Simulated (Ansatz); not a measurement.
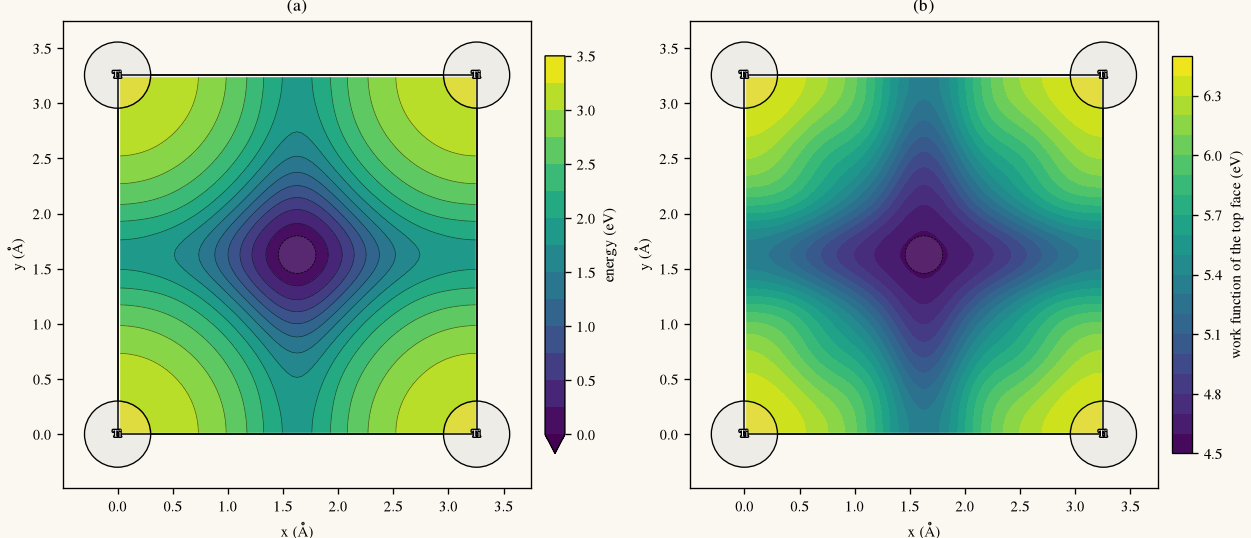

S on a Ti(100) slab cut from the Im-3m phase, its upper half relaxed before the scan (4 atoms of substrate and one adsorbate in a 1 × 1 cell). 
- S is moved over the surface cell; relaxed at each place: the height of the adsorbate's atoms; substrate rigid; the origin of the map has the adsorbate above Ti4.
- Places are given modulo a cell vector. The map is drawn in real space over the plane of the surface.
- The grid has 8 × 8 points; 15 points were computed and 49 follow by symmetry.
- All energies are given in eV relative to the lowest grid point.
- With one adsorbate in each 1 × 1 cell, its nearest image is 3.3 Å away, so neighbouring adsorbates interact.
- These are results of DFT PBE, scalar-relativistic, plane waves, PAW in Ansatz, not measurements. Settings: cutoff 420 eV, k-mesh 8×8×1, gaussian smearing 0.1 eV, no spin polarisation.

Panel (a) is the energy; panel (b) is the computed work function of the top face, in eV.

In the figure: filled contours, labelled circles for the atoms of the top layer and small ones for the second layer, the outline of one cell of the plane. Between grid points the surface is interpolated.

> How does the work function of the top face vary over the map, and what is it at the lowest grid point?

It runs from 4.56 eV at a fourfold hollow over a second-layer Ti atom, (4/8, 4/8) of the cell vectors to 6.43 eV at the top site over a surface Ti atom, (0/8, 0/8) of the cell vectors. At the lowest grid point, a fourfold hollow over a second-layer Ti atom, (4/8, 4/8) of the cell vectors, it is 4.56 eV.

```
second ↓, first →   0/8   1/8   2/8   3/8   4/8   5/8   6/8   7/8
              7/8  6.36  6.25  6.01  5.66  5.20  5.66  6.01  6.25
              6/8  6.17  6.01  5.70  5.35  4.91  5.35  5.70  6.01
              5/8  5.74  5.66  5.35  4.96  4.67  4.96  5.35  5.66
              4/8  5.34  5.20  4.91  4.67  4.56  4.67  4.91  5.20
              3/8  5.74  5.66  5.35  4.96  4.67  4.96  5.35  5.66
              2/8  6.17  6.01  5.70  5.35  4.91  5.35  5.70  6.01
              1/8  6.36  6.25  6.01  5.66  5.20  5.66  6.01  6.25
              0/8  6.43  6.36  6.17  5.74  5.34  5.74  6.17  6.36
```

PAW datasets: the set soft_1.
